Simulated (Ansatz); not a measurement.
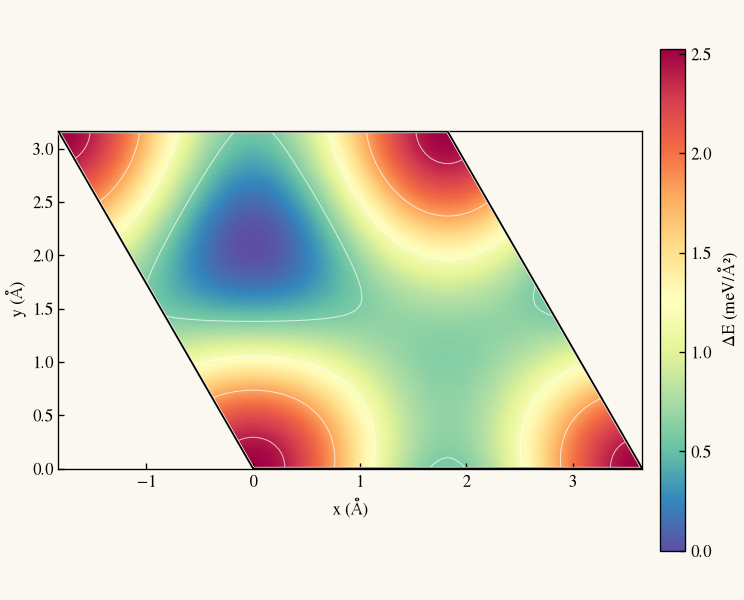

A bilayer of two ZrS₂ sheets (1T type) (6 atoms in the cell). The upper layer of a bilayer is slid over the lower one; relaxed at each slide: nothing; the origin of the map has S4 above S3; the distance between the facing planes is held at 3.44 Å. Places are given modulo a cell vector. The map is drawn in real space over the plane of the slide. The scan uses a 6 × 6 grid; 10 points were computed and 26 follow by symmetry. Energies: meV/Å², counted from the lowest grid point. At a held distance the lowest stacking need not be the one that binds best once the distance relaxes. Computed with DFT PBE+D3(BJ), scalar-relativistic, plane waves, PAW (Ansatz). Settings: cutoff 420 eV, k-mesh 9×9×1, gaussian smearing 0.05 eV, no spin polarisation.

Drawn: a smooth colour map with a few white contour lines, the outline of one cell of the plane. Between grid points the surface is interpolated.

The lowest grid point is at (2/6, 4/6) of the cell vectors. The highest grid point, (0/6, 0/6) of the cell vectors, lies 2.52 meV/Å² above the lowest. Facing atoms of the upper layer at the lowest point: S above S of a deeper plane, the Zr behind them above Zr; at the highest: S above S, the Zr behind them above S.

The scan is repeated with another setting: the distance between the facing planes is held at 3.84 Å; all else is set up alike.

What will the new map look like?

The lowest place stays at (2/6, 4/6) of the cell vectors. The span from the lowest to the highest grid point shrinks from 2.52 to 0.55 meV/Å². Further apart, the short-range repulsion between facing atoms, which depends on the stacking, fades. In the new map: facing atoms of the upper layer at the lowest point: S above S of a deeper plane, the Zr behind them above Zr; at the highest: S above S, the Zr behind them above S.

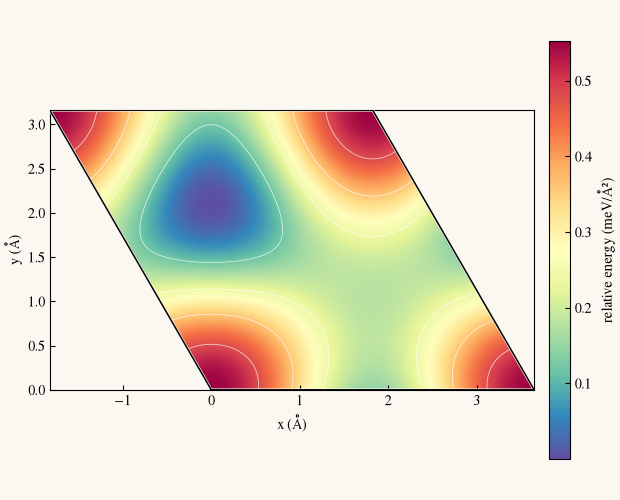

The map after the change, on a colour scale of its own. The picture shows a smooth colour map with a few white contour lines, the outline of one cell of the plane. Between grid points the surface is interpolated.

PAW datasets: the set soft_1.
